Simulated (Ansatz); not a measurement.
Consider Au.

Input file:

```
crystal:
  lattice:
    - [-1.7194165875, 1.5951214125, 1.657269]
    - [1.7194165875, -1.5951214125, 1.657269]
    - [1.7194165875, 1.5951214125, -1.657269]
  atoms:
    - { symbol: Au, position: [0.0, 0.0, 0.0] }
basis:
  ecutwfc: 500
kpoints:
  mp_grid: { grid: [24, 24, 24] }
hamiltonian:
  xc: r2scan
scf:
  occupations: { method: gaussian, width: 0.15 }
output:
  forces: true
  stress: true
  eigenvalues: true
  write_density: true
  write_potential: true
  elf: true
  volumetric_format: npy
```

Launched as:

```sh
ansatz run input.yaml --threads 1 --pin off --max-ram 2560MiB --backend cpu --events-out ev --progress --plain --runs-dir out
```

Below, planes, directions and counts refer to the conventional cell (a = 3.19 Å, b = 3.31 Å, c = 3.44 Å, α = 90.00°, β = 90.00°, γ = 90.00°).

Space group Immm; a structure from a database of computed crystals, not necessarily the ambient phase; changed on purpose from its base cell (strain +0.0375 x Voigt [1, -1, 0, 0, 0, 0], atoms carried along); computed pressure about −4 GPa in this cell; computed without spin polarisation.

These are results of DFT r2SCAN, scalar-relativistic, plane waves, PAW (Ansatz 0.2.0), not measurements.

### What will maps of the valence pseudo-density and electron localisation function show?

Au–Au (2.87 Å): ρ is about 0.29 e/Å³ halfway; the ELF is about 0.20 at the midpoint: no localised pair shows between them.

### Does the calculation give a band gap?

It is metallic or semimetallic at this level of theory: no gap opens.

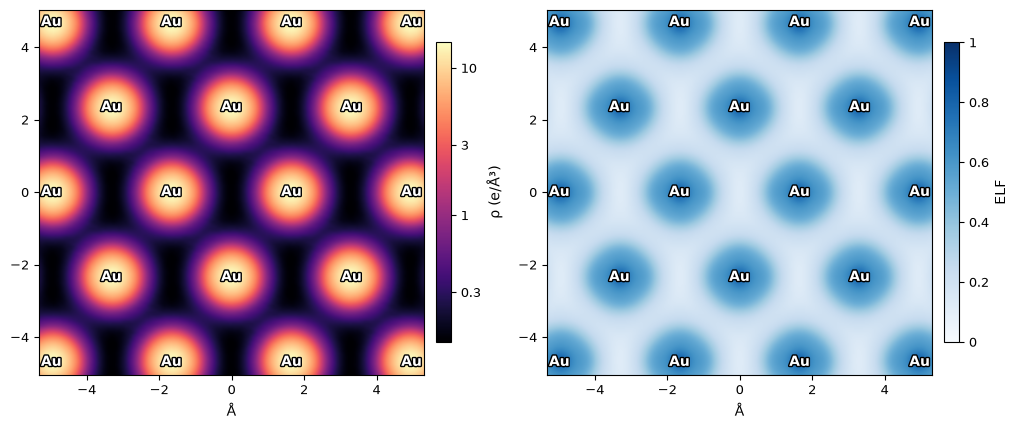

Computed valence pseudo-density and electron localisation function on the (101̄) plane of the conventional cell, in this order. 

In a PAW calculation such maps are meaningful between the atoms, not at the nuclei.
